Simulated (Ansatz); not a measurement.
# Single-point calculation, with input and output: Al

- system: Al (slab, 6 atoms in the cell)
- method: DFT PBE, scalar-relativistic, plane waves, PAW, no spin polarisation (Ansatz 0.2.0)

The structure derives from an entry of the Crystallography Open Database. Figures and captions count atoms from 1; the log counts them from 0 in places.

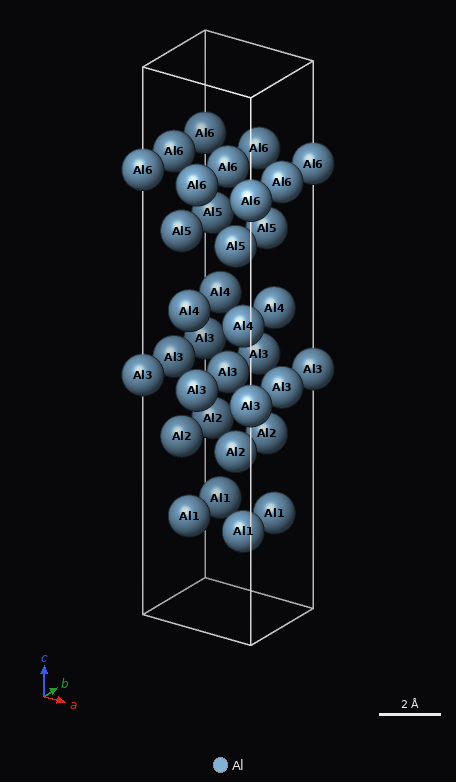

*The structure (spheres-only view of the 2 × 2 repeat of the cell, with the vacuum cut short, seen slightly off an axis; atoms are numbered from 1 in the order of the input).*

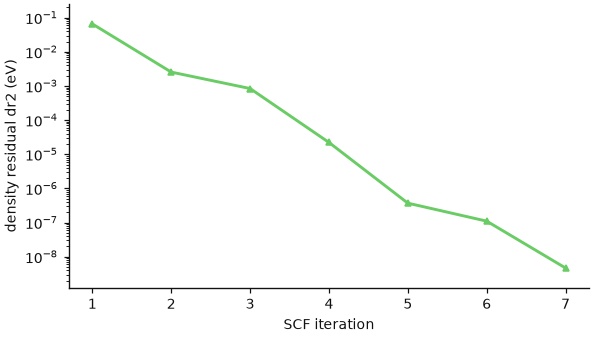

*Convergence of the self-consistent field: density residual dr2 against the SCF iteration.*

The residual falls at every step.

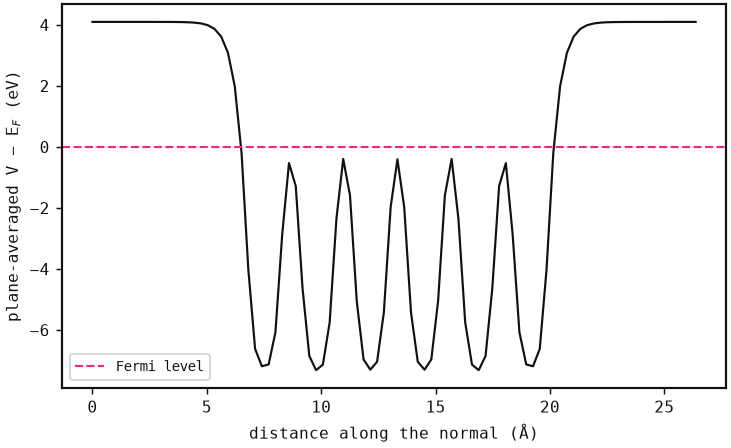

*Plane average of the electrostatic potential energy of an electron across the cell, from the Fermi level.*

The vacuum level lies 4.09 eV above the Fermi level.

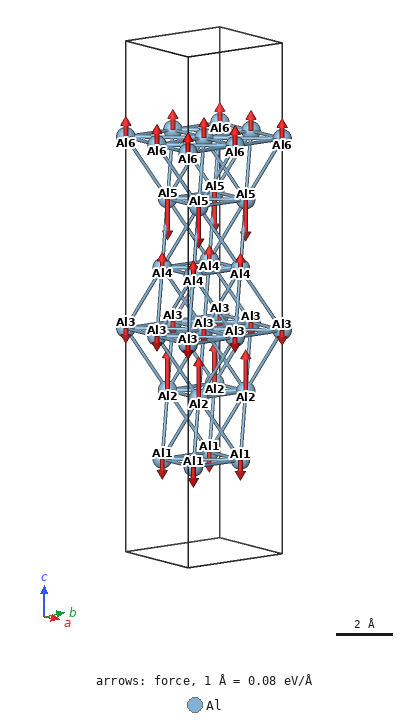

*Forces on the atoms as red arrows (ball-and-stick view of the 2 × 2 repeat of the cell, with the vacuum cut short, seen slightly off an axis; atoms are numbered from 1 in the order of the input).*

The largest act on Al2, Al5 (0.12 eV/Å); Al1, Al6 (0.06 eV/Å); Al3, Al4 (0.05 eV/Å). The geometry is not a stationary point of this energy.

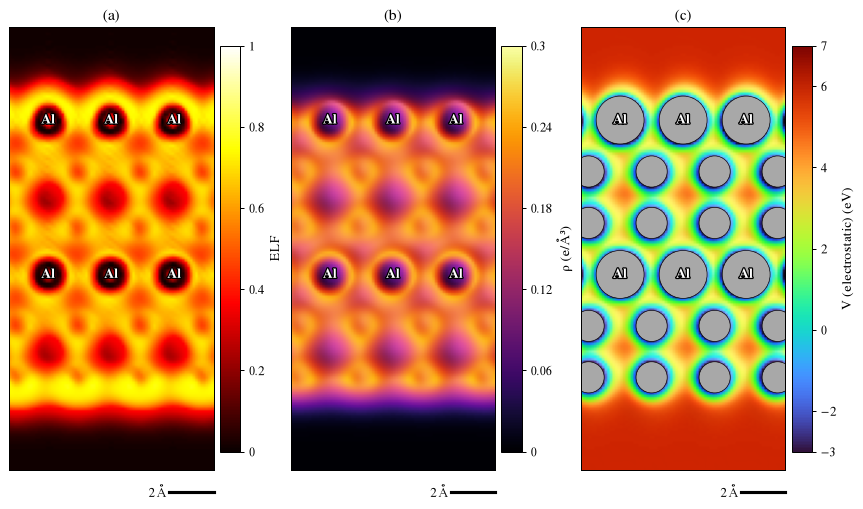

*(a) ELF; (b) valence electron density; (c) electrostatic potential (local pseudopotential plus Hartree) felt by an electron on the (100) plane of the calculation cell, a cut from vacuum to vacuum. Grey discs, where drawn, cover atomic cores.*

The section cuts through Al sites. Al–Al (2.86 Å): ρ is about 0.2 e/Å³ halfway; the ELF is about 0.60 at the midpoint, as expected for nearly free electrons, as in a simple metal. The density dies away to nearly zero in the vacuum. The fields are those of the smooth PAW valence density.

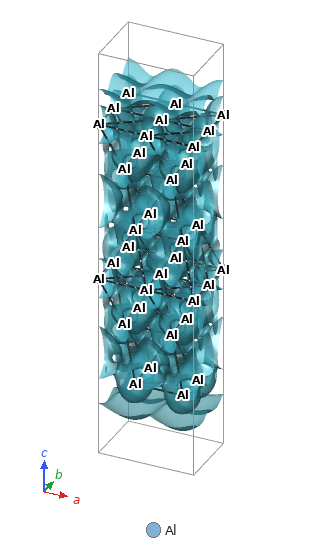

*Isosurface of the electron localisation function at 0.55 (cyan), seen slightly off an axis. Only the valence region is drawn (cores and ρ < 0.01 e/Å³ removed). Sticks mark near contacts.*

The ELF exceeds this value in sheets that run through the cell in two directions, counted in one cell of 6 atoms. Counts are for one cell; the picture repeats the cell along the surface.  Values along the shortest contacts: Al–Al (2.86 Å): the ELF peaks at about 0.65 between the atoms.

The input that produced these results follows, with the program's output.

### Input file
```yaml
crystal:
  lattice:
    - [2.8577415166, 0.0, 0.0]
    - [-1.4288707583, 2.4748767508, 0.0]
    - [0.0, 0.0, 26.6666808874]
  atoms:
    - { symbol: Al, position: [0.6666666667, 0.3333333333, 0.28124985] }
    - { symbol: Al, position: [0.3333333333, 0.6666666667, 0.36874991] }
    - { symbol: Al, position: [0.0, 0.0, 0.45624997] }
    - { symbol: Al, position: [0.6666666667, 0.3333333333, 0.54375003] }
    - { symbol: Al, position: [0.3333333333, 0.6666666667, 0.63125009] }
    - { symbol: Al, position: [0.0, 0.0, 0.71875015] }
basis:
  ecutwfc: 420
kpoints:
  mp_grid: { grid: [12, 12, 1] }
hamiltonian:
  xc: pbe
scf:
  occupations: { method: gaussian, width: 0.1 }
output:
  forces: true
  stress: true
  eigenvalues: true
  write_density: true
  write_potential: true
  elf: true
  volumetric_format: npy
efield:
  axis: 3
  dipole_correction: true
```

Launch command:
```bash
ansatz run input.yaml --threads 1 --pin off --max-ram 2560MiB --backend cpu --events-out ev --progress --plain --runs-dir out
```

### Output
```
Engine: ansatz 0.2.0, aarch64-unknown-linux-gnu
Pseudopotentials: kind: paw
Pseudopotential: Al, paw, valence charge 3, recommended cutoff 420 eV (normal), Al.paw.azcp
Functional definition: PBE
  parameter kappa = 0.804
  parameter beta = 0.06672455060314922
  exchange = pbe_x(kappa = kappa, mu = beta*pi^2/3)
  correlation = pbe_c(beta = beta)
Crystal: 6 atoms, lattice volume = 188.602 Å³
Basis set: ecut = 420 eV, 3713 PW (Γ), exchange–correlation on 40×40×360 points (8 copies of the dense FFT grid, shifted against one another)
Bands: 15, of which v1, the nominal top of the filled ones, is band 9 counted from 1 (8 counted from 0)
Symmetry: 6 space group operations
k-points: 19 of 144 (time reversal used)
Non-local potential: Al, projectors of the file, l = 0: 2, l = 1: 2, l = 2: 1
PAW form: soft (Blöchl's): semilocal exchange-correlation on the pseudo side does not see the compensation charge
PAW one-centre angular grid: Al, 110 points (default); XC on 64 Gauss nodes
Initial density: superposition of atomic densities (neutral atoms: chi_scale 0, normalization atom), corrected by the library's trained network
Initial wavefunctions: pseudopotential atomic-orbital guess
Functional: x = pbe(κ = 0.804, μ = 0.2195149727645171), c = pbe(β = 0.06672455060314922)
SCF iter   1: F=—  HF=-3224.314137 eV  |F-HF|=—  |Δ(HF+E_count)|=         —  Δρ=1.29e-3  dr2=6.56e-2  ethr=1.77e-3  p=0.000 e·Å  D=1.28e-14 V/Å  ΔV_dip=-0.00 eV  dr2_dipole=5.58e-7  V_vac-E_F(+/−)=4.08/4.08 eV  ⟨swp⟩=8.9  Hψ=2231  notcnv=0
efield: sawtooth ramp at fractional position 0.9500 (placed from the atoms, in the widest stretch of the axis that holds none; the zero of the levels goes with the place), width 0.1000; the density the first Hamiltonian is built on has a dipole p = 0.000 e·Å; the dipole correction subtracts the counter field D = 1.28e-14 V/Å, which shifts the + side's vacuum level by -0.00 eV against the − side's; the planar-averaged density in the ramp window peaks in size at 1.4e-4 e/Å³
preconditioner: auto → LDOS  [metal: Δε(μ)=0.012 eV  Ē_g=6.750 eV  σ=0.100 eV  W_gap=0.07  n_scr=14 (ndim 8)  ℏωp=11.5 eV  f_vac=0.384  D(μ)=3.89/eV (n_scr^D=16)  β→1.0]
SCF iter   2: F=—  HF=-3224.311917 eV  |F-HF|=—  |Δ(HF+E_count)|=   2.22e-3  Δρ=5.22e-4  dr2=2.55e-3  ethr=3.65e-4  p=0.000 e·Å  D=1.48e-5 V/Å  ΔV_dip=-0.00 eV  dr2_dipole=5.35e-8  V_vac-E_F(+/−)=4.08/4.08 eV  ⟨swp⟩=1.5  Hψ=462  notcnv=0  defer=10
SCF iter   3: F=—  HF=-3224.311960 eV  |F-HF|=—  |Δ(HF+E_count)|=   4.36e-5  Δρ=1.91e-4  dr2=8.41e-4  ethr=1.42e-5  p=-0.000 e·Å  D=-3.06e-5 V/Å  ΔV_dip=0.00 eV  dr2_dipole=4.09e-7  V_vac-E_F(+/−)=4.10/4.10 eV  ⟨swp⟩=2.5  Hψ=445  notcnv=0  defer=10
SCF iter   4: F=—  HF=-3224.311932 eV  |F-HF|=—  |Δ(HF+E_count)|=   2.87e-5  Δρ=4.75e-5  dr2=2.22e-5  ethr=4.67e-6  p=0.000 e·Å  D=1.17e-5 V/Å  ΔV_dip=-0.00 eV  dr2_dipole=7.06e-8  V_vac-E_F(+/−)=4.09/4.09 eV  ⟨swp⟩=1.9  Hψ=342  notcnv=0  defer=10
SCF iter   5: F=—  HF=-3224.311892 eV  |F-HF|=—  |Δ(HF+E_count)|=   4.01e-5  Δρ=1.14e-5  dr2=3.70e-7  ethr=1.23e-7  p=-0.000 e·Å  D=-7.26e-7 V/Å  ΔV_dip=0.00 eV  dr2_dipole=3.17e-9  V_vac-E_F(+/−)=4.09/4.09 eV  ⟨swp⟩=2.4  Hψ=437  notcnv=0  defer=10
SCF iter   6: F=—  HF=-3224.311892 eV  |F-HF|=—  |Δ(HF+E_count)|=   5.78e-7  Δρ=2.68e-6  dr2=1.10e-7  ethr=5.56e-10  p=0.000 e·Å  D=1.17e-6 V/Å  ΔV_dip=-0.00 eV  dr2_dipole=1.62e-11  V_vac-E_F(+/−)=4.09/4.09 eV  ⟨swp⟩=17.1  Hψ=2648  notcnv=0
SCF iter   7: F=-3224.311892 eV  HF=-3224.311892 eV  |F-HF|=2.20e-10  |Δ(HF+E_count)|=   1.76e-8  Δρ=7.83e-7  dr2=4.66e-9  ethr=5.56e-10  p=-0.000 e·Å  D=-3.23e-7 V/Å  ΔV_dip=0.00 eV  dr2_dipole=1.35e-10  V_vac-E_F(+/−)=4.09/4.09 eV  ⟨swp⟩=10.1  Hψ=1839  notcnv=0
SCF 1 converged in 7 iterations: F = -3224.311892 eV  dr2 = 4.66e-9
  greatest PAW one-centre occupation: 0.465 electrons in one spin orbital (limit 2), on the Al atom at site 0 (counted from 0), in its partial waves of l = 0
SCF converged after 7 iterations
Free energy (F): -3224.311892 eV
Harris-Foulkes:  -3224.311892 eV  (|F-HF|=2.20e-10)
Internal energy: -3224.291339 eV  (E = F + TS)
E sigma→0 (E₀):  -3224.301616 eV
Entropy (-TS):   -0.020553 eV (-3.425 meV/atom)
Fermi energy:    2.220232 eV
Dipole field:    D = 0.000016 V/Å  (p = 0.000016 e·Å, saw-weighted, corrected)
Work function:   Φ+ = 4.0923 eV   Φ− = 4.0927 eV
Levels:          The Fermi level and band energies are counted from a zero that moves with the ramp; work functions are not
--- Per-component energies (eV) ---
  E_band       = -34.922082
  E_kinetic    = 132.901098
  E_local      = -4123.931440  (includes V_loc(G=0)·N_el)
  E_nonlocal   = 62.510255
  E_hartree    = 2043.171632
  E_xc         = -236.279576
  E_vxc        = -170.866356  (∫ρ·V_xc dr)
  E_paw        = -2803.898662  (= ΣΔE_a)
  E_vpaw       = -21.880134  (= ΣTr[D̂ρ^β])
  E_aug_tail   = -0.000013  (compensation charges beyond the density's cutoff)
  E_efield     = 0.000000  (sawtooth field / dipole correction)
  E_vefield    = 0.000000  (∫n·V_field dr)
  E_ewald      = 1701.235366
  E_smearing   = -0.020553  (= −TS)
  E_closure    = -0.000000  (closes the sum)
  Σ components = -3224.311892   (vs F -3224.311892, Δ=0.00e0)
--- Forces (eV/Å), atoms counted from 1 ---
  atom   1  Al     0.00000000     0.00000000    -0.06146904
  atom   2  Al    -0.00000000     0.00000000     0.12309238
  atom   3  Al    -0.00000000    -0.00000000    -0.04609418
  atom   4  Al     0.00000000    -0.00000000     0.04609461
  atom   5  Al     0.00000000    -0.00000000    -0.12309241
  atom   6  Al     0.00000000    -0.00000000     0.06146454
  max |Σ_I F_I| component: 4.09e-6 eV/Å
--- Stress (GPa, compression-positive) ---
       -0.768902       0.000000       0.000000
       -0.000000      -0.768902       0.000000
        0.000000       0.000000      -0.032045
  P = ⅓ Tr σ = -0.5233 GPa (-5.233 kbar)
--- Band table (eV; the first three rows and the last of 19) ---
  k-point 0: bands = ["-8.6305", "-8.1452", "-7.3399", "-6.2228", "-4.8263", "-3.1512", "-1.4193", "0.6596", "2.7536", "4.6443", "5.7514", "6.6684", "6.8681", "8.7057", "8.8132"]
  k-point 1: bands = ["-8.4630", "-7.9782", "-7.1736", "-6.0575", "-4.6621", "-2.9870", "-1.2625", "0.8162", "2.9076", "4.7978", "5.9144", "6.8268", "7.0269", "8.8400", "8.9587"]
  k-point 2: bands = ["-7.9617", "-7.4784", "-6.6762", "-5.5631", "-4.1709", "-2.4965", "-0.7929", "1.2821", "3.3585", "5.2298", "6.3770", "7.1736", "7.4298", "7.6262", "7.9638"]
  k-point 18: bands = ["-0.8229", "-0.8220", "-0.8220", "-0.4044", "-0.4044", "-0.2894", "0.2290", "0.4317", "0.4317", "0.9676", "1.6421", "1.6421", "3.1025", "3.1025", "3.3664"]
```

### Results in brief

- outcome: converged
- electrons treated: 18
- free energy: −3224.3119 eV
- work function, top face: 4.09 eV
- work function, bottom face: 4.09 eV
- Fermi energy: 2.220 eV
- gap on the k-point mesh: none (metallic)
- work function (upper face): 4.09 eV
- largest force (length of the vector): 0.123 eV/Å
- hardware: 1 thread of Arm Neoverse V1, 24 GiB of memory available, shared host
- wall time: 8.1 s
- peak memory: 0.34 GiB
